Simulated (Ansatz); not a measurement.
Geometry relaxation, with input and output: Ge2Sb2Te5 (part 3 of 3)

Continued. System: Ge2Sb2Te5 (P-3m1, 9 atoms in the cell). Method: DFT PBEsol, scalar-relativistic, plane waves, PAW, no spin polarisation (Ansatz 0.2.0); cutoff 420 eV, 12×12×2 k-mesh, Gaussian smearing of 0.01 eV. The structure derives from a Materials Project entry.

### Output, continued
```
  k-point 2: bands = ["-27.5776", "-27.5776", "-27.5775", "-27.5775", "-27.5759", "-27.5759", "-27.5733", "-27.5733", "-27.5732", "-27.5732", "-27.3715", "-27.3612", "-27.3612", "-27.3242", "-27.3240", "-27.1661", "-27.1660", "-27.1651", "-27.1649", "-27.1474", "-27.1473", "-27.1425", "-27.1423", "-27.1388", "-27.1375", "-19.9423", "-19.9418", "-19.9414", "-19.9409", "-19.9383", "-19.9379", "-19.9366", "-19.9364", "-19.9362", "-19.9360", "-15.0351", "-15.0351", "-15.0348", "-15.0348", "-15.0229", "-15.0229", "-15.0228", "-15.0228", "-15.0190", "-15.0190", "-3.8676", "-3.4862", "-3.0523", "-2.2724", "-2.1980", "0.4125", "1.4863", "3.1588", "3.4290", "6.5922", "6.9713", "7.0591", "7.2419", "7.3326", "7.4557", "7.6099", "7.9303", "7.9812", "8.1305", "8.3676", "8.3979", "8.8562", "9.2355", "9.7265", "10.0219", "10.1368", "10.2668", "10.6653", "10.7999", "11.4070", "11.7331", "11.9244", "11.9448", "12.2280", "12.2630", "12.4788", "13.7297", "14.3153"]
  k-point 37: bands = ["-27.5778", "-27.5778", "-27.5777", "-27.5777", "-27.5747", "-27.5747", "-27.5723", "-27.5723", "-27.5722", "-27.5722", "-27.3704", "-27.3617", "-27.3617", "-27.3229", "-27.3229", "-27.1655", "-27.1640", "-27.1640", "-27.1631", "-27.1494", "-27.1460", "-27.1460", "-27.1417", "-27.1365", "-27.1365", "-19.9427", "-19.9427", "-19.9419", "-19.9407", "-19.9360", "-19.9360", "-19.9360", "-19.9357", "-19.9347", "-19.9347", "-15.0367", "-15.0367", "-15.0337", "-15.0337", "-15.0236", "-15.0236", "-15.0234", "-15.0234", "-15.0170", "-15.0170", "-1.7777", "-1.7777", "-1.5995", "-1.2901", "-1.2901", "-0.1732", "-0.1732", "1.0820", "1.1747", "4.1912", "4.3806", "4.3806", "5.0744", "5.1279", "5.1279", "5.7734", "5.7734", "6.1498", "7.4544", "7.4544", "8.0368", "8.0717", "8.0717", "8.2645", "10.9521", "10.9521", "11.1548", "11.9158", "11.9699", "11.9699", "14.0466", "14.0466", "14.1752", "14.2571", "14.4354", "14.4354", "15.2316", "15.2316"]
--- Relaxed structure (7 steps of the walk, 7 accepted, 1 SCFs on fresh bases) ---
  F+E_penalty+E_count = -55831.53665562 eV   max|allowed force component| = 4.207e-3 eV/Å   (the final SCF, on the basis selected at the relaxed cell)
  cell:  # Å, volume = 261.5371 Å³
    - [4.202460377335222, -2.8445255563125223e-11, 7.085028777564175e-33]
    - [-2.101230188642977, 3.6394374451840634, -7.219145529444269e-32]
    - [2.990133565113459e-32, -3.3454317887328225e-31, 17.099971098029286]
  atoms:
    - { symbol: Ge, position: [2.1933684806710042e-32, 6.439836935080813e-33, 0.3380946603244561] }
    - { symbol: Ge, position: [-2.1709230803153297e-32, -6.665796125777622e-33, 0.6619053396755438] }
    - { symbol: Sb, position: [0.3333333333333333, 0.6666666666666665, 0.11673615062714862] }
    - { symbol: Sb, position: [0.6666666666666667, 0.33333333333333326, 0.8832638493728514] }
    - { symbol: Te, position: [8.383701081608935e-34, 6.431146196871111e-34, 2.623632005988432e-19] }
    - { symbol: Te, position: [0.3333333333333333, 0.6666666666666665, 0.7810730413322615] }
    - { symbol: Te, position: [0.6666666666666667, 0.33333333333333326, 0.21892695866773862] }
    - { symbol: Te, position: [0.3333333333333333, 0.6666666666666665, 0.42070709463819533] }
    - { symbol: Te, position: [0.6666666666666667, 0.33333333333333326, 0.5792929053618046] }
```

### Trajectory as extended XYZ (Å, eV, eV/Å), 8 frames, from step=1 to step=8
```
9
Lattice="4.2648 0.0000 0.0000 -2.1324 3.6935 0.0000 0.0000 0.0000 17.9991" Properties=species:S:1:pos:R:3:forces:R:3 step=1 energy=-55831.37483 pressure_GPa=-2.42
Ge    0.0000    0.0000    5.9802    0.0000   0.0000   0.0589
Ge    0.0000    0.0000   12.0189    0.0000   0.0000  -0.0589
Sb    0.0000    2.4623    2.0277    0.0000   0.0000   0.0327
Sb    2.1324    1.2312   15.9714    0.0000   0.0000  -0.0327
Te    0.0000    0.0000    0.0000    0.0000   0.0000   0.0000
Te    0.0000    2.4623   14.2212    0.0000   0.0000   0.0874
Te    2.1324    1.2312    3.7779    0.0000   0.0000  -0.0874
Te    0.0000    2.4623    7.3984    0.0000   0.0000  -0.1364
Te    2.1324    1.2312   10.6007    0.0000   0.0000   0.1364
9
Lattice="4.1276 0.0000 0.0000 -2.0638 3.5746 0.0000 0.0000 0.0000 17.3288" Properties=species:S:1:pos:R:3:forces:R:3 step=2 energy=-55831.44936 pressure_GPa=1.96
Ge    0.0000    0.0000    5.8720    0.0000   0.0000  -0.0868
Ge    0.0000    0.0000   11.4568    0.0000   0.0000   0.0868
Sb    0.0000    2.3831    1.9850    0.0000   0.0000  -0.1960
Sb    2.0638    1.1915   15.3438    0.0000   0.0000   0.1960
Te    0.0000    0.0000    0.0000    0.0000   0.0000   0.0000
Te    0.0000    2.3831   13.6313    0.0000   0.0000  -0.5121
Te    2.0638    1.1915    3.6975    0.0000   0.0000   0.5121
Te    0.0000    2.3831    7.3111    0.0000   0.0000  -0.0689
Te    2.0638    1.1915   10.0177    0.0000   0.0000   0.0689
9
Lattice="4.1926 0.0000 0.0000 -2.0963 3.6309 0.0000 0.0000 0.0000 17.4759" Properties=species:S:1:pos:R:3:forces:R:3 step=3 energy=-55831.52309 pressure_GPa=-0.14
Ge    0.0000    0.0000    5.8663    0.0000   0.0000  -0.1171
Ge    0.0000    0.0000   11.6096    0.0000   0.0000   0.1171
Sb    0.0000    2.4206    2.0041    0.0000   0.0000  -0.0164
Sb    2.0963    1.2103   15.4718    0.0000   0.0000   0.0164
Te    0.0000    0.0000    0.0000    0.0000   0.0000   0.0000
Te    0.0000    2.4206   13.7274    0.0000   0.0000  -0.0869
Te    2.0963    1.2103    3.7485    0.0000   0.0000   0.0869
Te    0.0000    2.4206    7.2671    0.0000   0.0000   0.1124
Te    2.0963    1.2103   10.2089    0.0000   0.0000  -0.1124
9
Lattice="4.1932 0.0000 0.0000 -2.0966 3.6314 0.0000 0.0000 0.0000 17.3005" Properties=species:S:1:pos:R:3:forces:R:3 step=4 energy=-55831.53485 pressure_GPa=-0.22
Ge    0.0000    0.0000    5.8679    0.0000   0.0000  -0.0560
Ge    0.0000    0.0000   11.4326    0.0000   0.0000   0.0560
Sb    0.0000    2.4210    2.0111    0.0000   0.0000   0.0158
Sb    2.0966    1.2105   15.2894    0.0000   0.0000  -0.0158
Te    0.0000    0.0000    0.0000    0.0000   0.0000   0.0000
Te    0.0000    2.4210   13.5317    0.0000   0.0000  -0.0150
Te    2.0966    1.2105    3.7688    0.0000   0.0000   0.0150
Te    0.0000    2.4210    7.2824    0.0000   0.0000  -0.0122
Te    2.0966    1.2105   10.0181    0.0000   0.0000   0.0122
9
Lattice="4.1950 0.0000 0.0000 -2.0975 3.6330 0.0000 0.0000 0.0000 17.1865" Properties=species:S:1:pos:R:3:forces:R:3 step=5 energy=-55831.53951 pressure_GPa=-0.03
Ge    0.0000    0.0000    5.8185    0.0000   0.0000  -0.0119
Ge    0.0000    0.0000   11.3680    0.0000   0.0000   0.0119
Sb    0.0000    2.4220    2.0044    0.0000   0.0000  -0.0029
Sb    2.0975    1.2110   15.1821    0.0000   0.0000   0.0029
Te    0.0000    0.0000    0.0000    0.0000   0.0000   0.0000
Te    0.0000    2.4220   13.4303    0.0000   0.0000  -0.0150
Te    2.0975    1.2110    3.7562    0.0000   0.0000   0.0150
Te    0.0000    2.4220    7.2345    0.0000   0.0000  -0.0171
Te    2.0975    1.2110    9.9520    0.0000   0.0000   0.0171
9
Lattice="4.2006 0.0000 0.0000 -2.1003 3.6378 0.0000 0.0000 0.0000 17.1096" Properties=species:S:1:pos:R:3:forces:R:3 step=6 energy=-55831.54056 pressure_GPa=0.02
Ge    0.0000    0.0000    5.7848    0.0000   0.0000   0.0002
Ge    0.0000    0.0000   11.3248    0.0000   0.0000  -0.0002
Sb    0.0000    2.4252    1.9986    0.0000   0.0000  -0.0092
Sb    2.1003    1.2126   15.1110    0.0000   0.0000   0.0092
Te    0.0000    0.0000    0.0000    0.0000   0.0000   0.0000
Te    0.0000    2.4252   13.3628    0.0000   0.0000  -0.0014
Te    2.1003    1.2126    3.7468    0.0000   0.0000   0.0014
Te    0.0000    2.4252    7.1972    0.0000   0.0000   0.0021
Te    2.1003    1.2126    9.9123    0.0000   0.0000  -0.0021
9
Lattice="4.2025 0.0000 0.0000 -2.1012 3.6394 0.0000 0.0000 0.0000 17.1000" Properties=species:S:1:pos:R:3:forces:R:3 step=7 energy=-55831.54057 pressure_GPa=-0.00
Ge    0.0000    0.0000    5.7814    0.0000   0.0000   0.0036
Ge    0.0000    0.0000   11.3186    0.0000   0.0000  -0.0036
Sb    0.0000    2.4263    1.9962    0.0000   0.0000  -0.0042
Sb    2.1012    1.2131   15.1038    0.0000   0.0000   0.0042
Te    0.0000    0.0000    0.0000    0.0000   0.0000   0.0000
Te    0.0000    2.4263   13.3563    0.0000   0.0000  -0.0020
Te    2.1012    1.2131    3.7436    0.0000   0.0000   0.0020
Te    0.0000    2.4263    7.1941    0.0000   0.0000  -0.0029
Te    2.1012    1.2131    9.9059    0.0000   0.0000   0.0029
9
Lattice="4.2025 0.0000 0.0000 -2.1012 3.6394 0.0000 0.0000 0.0000 17.1000" Properties=species:S:1:pos:R:3:forces:R:3 step=8 energy=-55831.53666 pressure_GPa=-0.00
Ge    0.0000    0.0000    5.7814    0.0000   0.0000   0.0035
Ge    0.0000    0.0000   11.3186    0.0000   0.0000  -0.0035
Sb    0.0000    2.4263    1.9962    0.0000   0.0000  -0.0042
Sb    2.1012    1.2131   15.1038    0.0000   0.0000   0.0042
Te    0.0000    0.0000    0.0000    0.0000   0.0000   0.0000
Te    0.0000    2.4263   13.3563    0.0000   0.0000  -0.0022
Te    2.1012    1.2131    3.7436    0.0000   0.0000   0.0022
Te    0.0000    2.4263    7.1941    0.0000   0.0000  -0.0029
Te    2.1012    1.2131    9.9059    0.0000   0.0000   0.0029
```

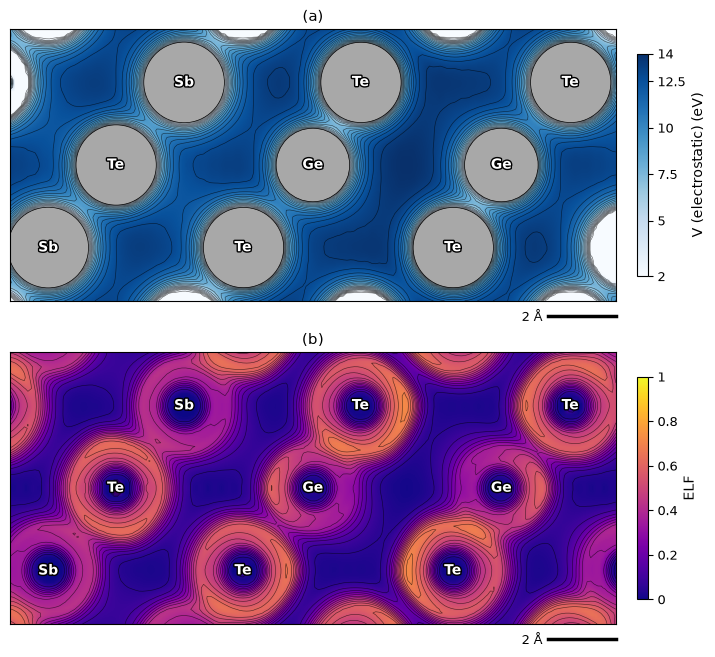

**Figure 1.** (a) electrostatic potential (local pseudopotential plus Hartree) felt by an electron; (b) electron localisation function on the (110) plane of the conventional cell. Grey discs, where drawn, cover atomic cores. Ge–Te (2.81 Å): the ELF is about 0.70 at the midpoint. Sb–Te (3.14 Å): the ELF is about 0.45 at the midpoint. Ge–Te (3.17 Å): the ELF peaks at about 0.60 in the valence shell of Te, 1.2 Å from its nucleus, and drops to about 0.35 between the two atoms. Outside the cores the potential energy rises away from the atoms and is highest about 2.7 Å from the nearest atoms; outside the discs it spans about 11 eV, and its zero is arbitrary. The fields are those of the smooth PAW valence density.

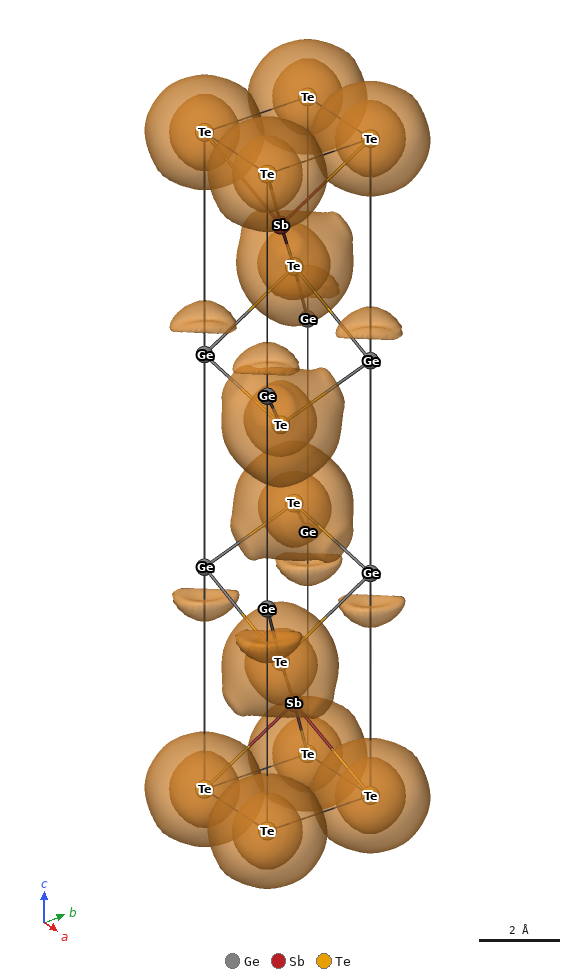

**Figure 2.** Isosurface of the ELF at 0.5 (orange), seen slightly off an axis. Core shells and regions of very low density are left out. Sticks mark near contacts. The outline is the cell set on symmetry axes. Along the contacts the grid gives the following. Ge–Te (2.81 Å): the ELF is about 0.70 at the midpoint. Sb–Te (2.99 Å): the ELF is about 0.60 at the midpoint.

This output came from the following input.

### Input
```yaml
crystal:
  lattice:
    - [4.2648321257, 0.0, 0.0]
    - [-2.1324160628, 3.6934529637, 0.0]
    - [0.0, 0.0, 17.999105]
  atoms:
    - { symbol: Ge, position: [0.0, 0.0, 0.332252] }
    - { symbol: Ge, position: [0.0, 0.0, 0.667748] }
    - { symbol: Sb, position: [0.33333333, 0.66666667, 0.112658] }
    - { symbol: Sb, position: [0.66666667, 0.33333333, 0.887342] }
    - { symbol: Te, position: [0.0, 0.0, 0.0] }
    - { symbol: Te, position: [0.33333333, 0.66666667, 0.790108] }
    - { symbol: Te, position: [0.66666667, 0.33333333, 0.209892] }
    - { symbol: Te, position: [0.33333333, 0.66666667, 0.411045] }
    - { symbol: Te, position: [0.66666667, 0.33333333, 0.588955] }
basis:
  ecutwfc: 420
kpoints:
  mp_grid: { grid: [12, 12, 2] }
hamiltonian:
  xc: pbesol
scf:
  occupations: { method: gaussian, width: 0.01 }
output:
  forces: true
  stress: true
  eigenvalues: true
  write_density: true
  write_potential: true
  elf: true
  volumetric_format: npy
relax:
  adjacent_minimum: "off"
  f_tol: 0.005
  max_steps: 80
  cell: { stress_tol: 0.05 }
```

Run as:
```bash
ansatz run input.yaml --threads 2 --pin off --max-ram 5120MiB --backend cpu --events-out ev --progress --plain --runs-dir out
```

### Key numbers

| quantity | value |
| --- | --- |
| outcome | converged |
| space group (tolerance 0.01 Å) | P-3m1 (164) |
| electrons treated | 138 |
| free energy | −55831.5367 eV |
| Fermi energy | 9.854 eV |
| gap on the k-point mesh | none (metallic) |
| pressure | 0.00 GPa |
| final volume | 261.54 Å³ |
| largest force (length of the vector) at the end | 0.004 eV/Å |
| final cell | a = 4.202 Å, b = 4.202 Å, c = 17.100 Å, α = 90.00°, β = 90.00°, γ = 120.00° |
| hardware | 2 threads of Intel Xeon @ 2.90GHz (Ice Lake), 192 GiB of memory available, shared host |
| wall time | 3.3 min (CPU time 6.6 min) |
| peak memory | 1.1 GiB |
